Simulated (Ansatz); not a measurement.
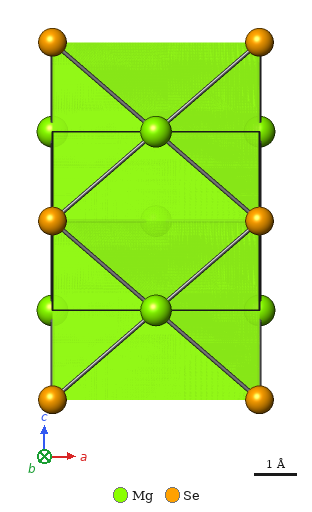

Solid Mg$_{3}$Se (a generated structure, set up in P4/mmm) (coarse preliminary run), before the relaxation. A polyhedral model of the cell of the calculation, seen along the b axis.

Computed with DFT PBE, scalar-relativistic, plane waves, PAW (Ansatz).

The input:
```yaml
crystal:
  lattice:
    - [4.96460186, 0.0, 0.0]
    - [0.0, 4.96460186, 0.0]
    - [0.0, 0.0, 4.28716644]
  atoms:
    - { symbol: Mg, position: [0.0, 0.5, 0.0] }
    - { symbol: Mg, position: [0.5, 0.0, 0.0] }
    - { symbol: Mg, position: [0.5, 0.5, 0.5] }
    - { symbol: Se, position: [0.0, 0.0, 0.5] }
basis:
  ecutwfc: 420
kpoints:
  mp_grid: { grid: [4, 4, 4] }
hamiltonian:
  xc: pbe
scf:
  occupations: { method: gaussian, width: 0.1 }
  lower_state_search: "off"
output:
  forces: true
  stress: true
  eigenvalues: true
relax:
  adjacent_minimum: "off"
  f_tol: 0.04
  max_steps: 70
  cell: { stress_tol: 0.4 }
```

Launched with:
```bash
ansatz run input.yaml --threads 1 --pin off --max-ram 2048MiB --backend cpu --events-out ev --progress --plain --runs-dir out
```

What does the optimiser find from here?

Answer. Over 4 accepted moves (5 points after the start) the energy falls by 0.389 eV per cell of the calculation. All forces vanish by symmetry, so only the cell relaxes. Pressure: −5.03 GPa at the start and −0.10 GPa at the end. At 1 point the geometry stayed and the basis and grid were re-selected for the new cell (energy shift of 0.5 meV per cell of the calculation at most each time). The atoms keep their places relative to the cell (all moves are under 0.005 Å). Cell: a = b 4.965 → 4.490 Å (−9.6 %), c 4.287 → 4.406 Å (+2.8 %). Volume −15.9 %. Some distances before and after: Mg3–Se4 3.511 → 3.175 Å, Mg1–Se4 3.280 → 3.145 Å. The space group stays P4/mmm (No. 123).

History of the run:

```
step  E − E(0), meV/atom  pressure, GPa  volume, Å³/atom                      note
   0                0.00          -5.03           26.417                          
   1              -76.77          -2.04           23.361                          
   2              -91.60           1.47           21.351                          
   3              -95.40           0.28           21.972                          
   4              -97.25          -0.10           22.208                          
   5              -97.13          -0.10           22.208  same geometry, new basis
```

The structure at the end:

```xyz
4
Lattice="4.4901 0.0000 0.0000 0.0000 4.4901 0.0000 0.0000 0.0000 4.4062" Properties=species:S:1:pos:R:3 pbc="T T T"
Mg    4.4901    2.2450    4.4062
Mg    2.2450    4.4901    4.4062
Mg    2.2450    2.2450    2.2031
Se    4.4901    4.4901    2.2031
```

The end point in the same view:

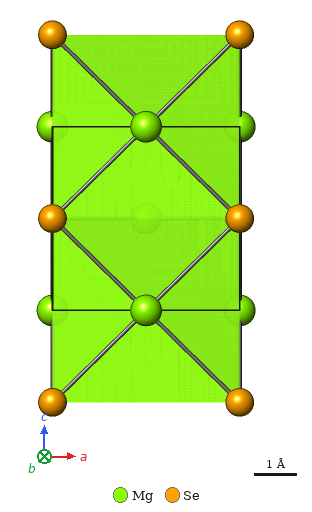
